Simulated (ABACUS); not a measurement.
## Cl: 7 runs along one coordinate

System: Cl (Cmce, 4 atoms in the cell).
Method: Kohn-Sham DFT of a periodic cell, PBEsol, PseudoDojo NC SR 0.4.1 PBEsol standard, no spin polarisation (ABACUS 3.10.1).

The 7 runs differ only in the geometry, by an even scaling of the cell at fixed fractional positions. The structure derives from an entry of the Crystallography Open Database.

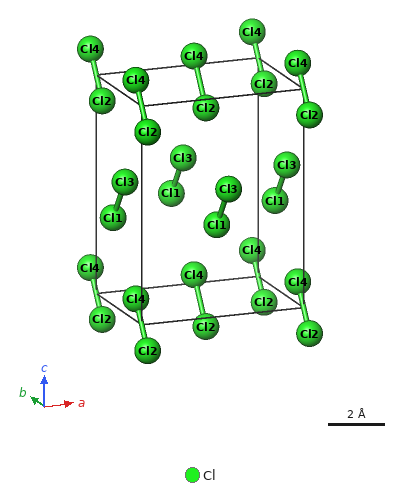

Figure 1. The structure of run 4 (ball-and-stick view of the cell 2 times as large as that of the calculation, set on its symmetry axes, seen slightly off an axis; atoms are numbered from 1 in the order of the input). An atom can appear more than once, as a periodic image.

**The input of run 4**
```
INPUT_PARAMETERS
suffix              Cl
calculation         scf
basis_type          pw
pseudo_dir          ./
symmetry            1
dft_functional      pbesol
ecutwfc             58
pseudo_rcut         7
nspin               1
nbands              18
ks_solver           dav
smearing_method     fd
smearing_sigma      0.00367493
scf_thr             1e-08
scf_nmax            100
mixing_type         broyden
mixing_beta         0.7
cal_force           1
cal_stress          1
kpar                4
```

**File STRU of run 4**
```
ATOMIC_SPECIES
Cl 35.4500 Cl.upf

LATTICE_CONSTANT
1.8897261246

LATTICE_VECTORS
3.1450000000 -2.2500000000 0.0000000000
3.1450000000 2.2500000000 0.0000000000
0.0000000000 0.0000000000 8.2100000000

ATOMIC_POSITIONS
Direct

Cl
0.0
4
0.3700000000 0.6300000000 0.4000000000 1 1 1
0.1300000000 0.8700000000 0.9000000000 1 1 1
0.6300000000 0.3700000000 0.6000000000 1 1 1
0.8700000000 0.1300000000 0.1000000000 1 1 1
```

**File KPT of run 4**
```
K_POINTS
0
Gamma
7 7 4 0 0 0
```

Command:
```bash
OMP_NUM_THREADS=1 mpirun -np 4 abacus > log
```

Run 5 differs from it as follows:
```diff
-3.1450000000 -2.2500000000 0.0000000000
-3.1450000000 2.2500000000 0.0000000000
-0.0000000000 0.0000000000 8.2100000000
+3.1658284216 -2.2649010965 0.0000000000
+3.1658284216 2.2649010965 0.0000000000
+0.0000000000 0.0000000000 8.2643724455
```

**Results, with one run withheld**

```csv
run,volume per atom (Å³),"free energy per atom, from the lowest run given (meV)",pressure (GPa),gap on the mesh (eV)
1,27.305,1.94,0.85,2.63
2,27.886,0.00,0.18,2.55
3,28.467,0.33,−0.41,2.48
4,29.048,2.70,−0.94,2.41
5,29.629,?,?,?
6,30.210,12.66,−1.83,2.27
7,30.791,19.89,−2.20,2.20
```

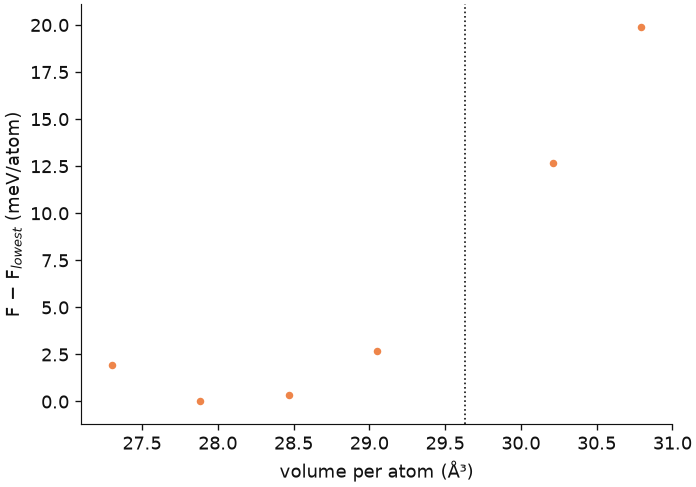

Figure 2. Free energy per atom of the runs given; the dotted line marks run 5.

Fit the runs given and predict run 5.

A cubic polynomial in V^(−2/3) (the Birch–Murnaghan form), fitted to the 6 runs given, misses them by under 0.01 meV per atom. With x = V^(−2/3) − 0.10617 Å⁻², it reads F = 1.9476 − 2008.8 x + 4.8297e+05 x² + 1.2412e+06 x³ (meV per atom). At run 5 it gives 6.87 meV per atom, and the run itself gives 6.88. The slope of the fit gives a pressure −dF/dV of −1.38 GPa there, and the run prints −1.41 GPa. The fit has its minimum at 28.084 Å³ per atom, where V d²F/dV² gives 29.1 GPa. Cell shape and fractional positions are held, so this is the stiffness under even scaling; the relaxed bulk modulus wasn't computed and can be far lower in a crystal of layers, chains or molecules like this one. The gap on the mesh goes, without turning, from 2.63 eV in run 1 to 2.20 eV in run 7; run 5 has 2.34 eV. These are gaps of this functional on this mesh, which can miss the band edges; they aren't the measured gap.

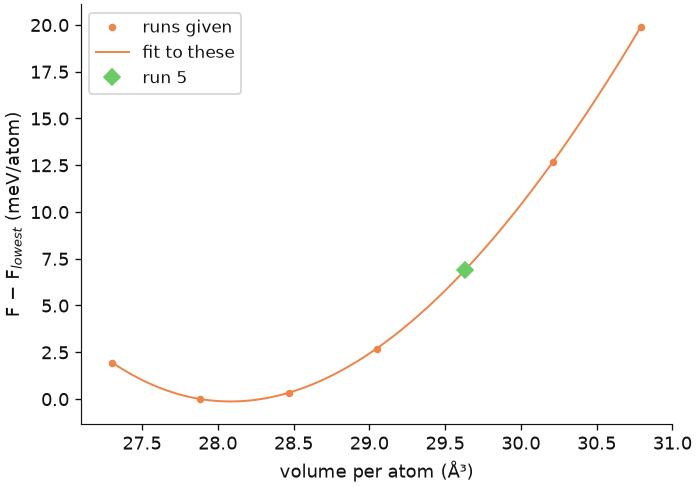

Figure 3. The fit and the withheld run.

**Some lines of the output (run 5)**
```
[...]
                          Volume (Bohr^3) = 799.785
                             Volume (A^3) = 118.516
 E_Fermi        0.1291081019         1.7566058436
 E_Fermi        0.1078300295         1.4671028170
 E_Fermi        0.1087360939         1.4794304556
 E_Fermi        0.1083328680         1.4739442856
 E_Fermi        0.1084238328         1.4751819257
 E_Fermi        0.1083754787         1.4745240344
 E_KS(sigma->0) -130.8577618882      -1780.4111892066
 E_Fermi        0.1083807961         1.4745963805
 final etot is -1780.4111892 eV
 EFERMI = 1.4745963805 eV
 TOTAL-PRESSURE: -14.083933 KBAR
 !FINAL_ETOT_IS -1780.4111892066557630 eV
```
